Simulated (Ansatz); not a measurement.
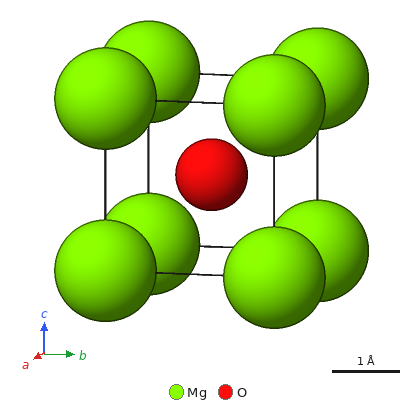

A spheres-only rendering, viewed slightly off an axis. The outline marks the unit cell.

MgO, a = 2.612 Å, b = 2.623 Å, c = 2.623 Å, α = 90.00°, β = 90.00°, γ = 90.00°. Strictly the space group is P4/mmm (No. 123, within 0.01 Å). It is a distorted form of a primitive cubic structure, space group Pm-3m (No. 221) within 0.25 Å: caesium chloride (CsCl, B2) type. The initial geometry was a structure type filled with these elements by a generator (whether the compound takes this form wasn't checked). The cell was then strained or its atoms displaced on purpose. Ansatz was used for an electronic-structure calculation on it.

This one geometry was computed with Ansatz (DFT, plane waves, PAW) at three levels of theory: HSE06, r2SCAN and PBE. It was relaxed with r2SCAN and then strained.

**Which level gives the highest pressure at this volume, and what does that say about its equilibrium volume?**

Highest: PBE (7.0 GPa), which points to the largest equilibrium volume. Lowest, with the smallest volume: HSE06 (-0.1 GPa). Levels within 0.5 GPa of each other can't be told apart.

**How does the band gap change with the level of theory?**

PBE: a gap of 2.65 eV, indirect; r2SCAN: a gap of 3.50 eV, indirect; HSE06: a gap of 4.21 eV, indirect.

**Collect the results in a table.**

| level | cutoff (eV) | k-mesh of the run's cell | gap (eV) | pressure (GPa) |
| --- | --- | --- | --- | --- |
| HSE06 | 420 | 6×6×6 | 4.21 | -0.1 |
| r2SCAN | 500 | 10×10×10 | 3.50 | 0.7 |
| PBE | 420 | 10×10×10 | 2.65 | 7.0 |

Gaps are taken on the k-mesh or band path of each run.
